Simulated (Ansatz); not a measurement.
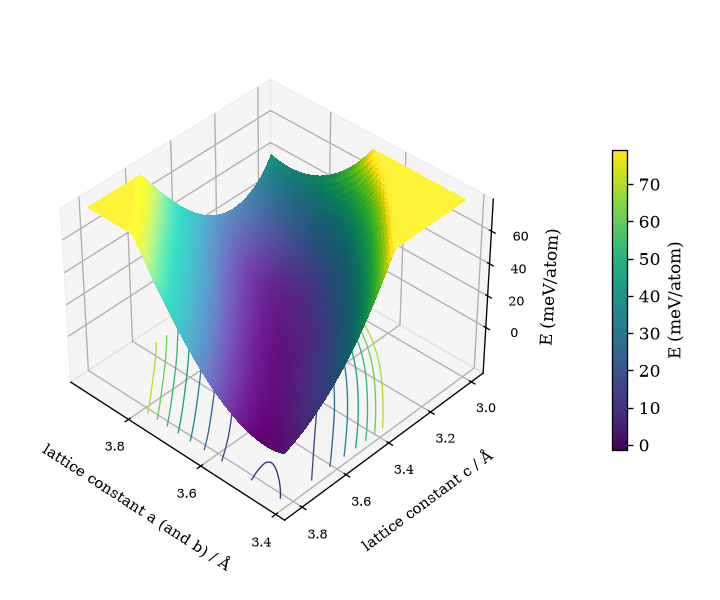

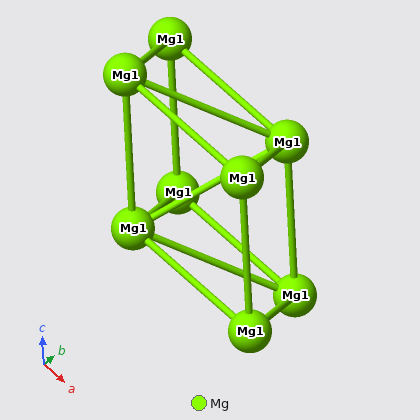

Energy landscape of Mg (I4/mmm, No. 139; 1 atom in the cell). The energy is mapped over the lattice constants a and c of the conventional cell. First axis: lattice constant a (and b). Second axis: lattice constant c. Nothing is relaxed (symmetry fixes all fractional coordinates). The grid has 7 × 7 points. Points are written as (first, second). Energies: meV/atom, counted from the lowest grid point. These are results of DFT PBE, scalar-relativistic, plane waves, PAW in Ansatz 0.2.0, not measurements. Settings: cutoff 520 eV, k-mesh 18×18×18, gaussian smearing 0.15 eV, no spin polarisation.

In the figure: a relief with its contours projected below, any walls above the top of the colour scale cut off. Between grid points the surface is interpolated. The second picture is the structure at the lowest point

> What does the map say about the system?

The lowest grid point is at (3.500 Å, 3.819 Å). It lies on the edge of the grid, but the force there points inwards, so the minimum lies inside the range. The highest grid point, (3.414 Å, 3.001 Å), lies 235 meV/atom above the lowest.

The input of one point:

```yaml
crystal:
  lattice:
    - [-1.7499, 1.7499, 1.90945]
    - [1.7499, -1.7499, 1.90945]
    - [1.7499, 1.7499, -1.90945]
  atoms:
    - { symbol: Mg, position: [0.0, 0.0, 0.0] }
basis:
  ecutwfc: 520.0
kpoints:
  mp_grid: { grid: [18, 18, 18] }
hamiltonian:
  xc: pbe
  pseudopotentials: { kind: paw }
scf:
  occupations: { method: gaussian, width: 0.15 }
output:
  forces: true
  stress: true
  eigenvalues: true
  write_density: true
  write_potential: true
  elf: true
  volumetric_format: npy
```

Each point was launched as `ansatz run input.yaml --threads 1 --pin off --max-ram 2048MiB --backend cpu --events-out ev --progress --plain --runs-dir out`. The whole map (49 points run) took 9.1 min on 1 thread of Arm Neoverse N1 (shared host).
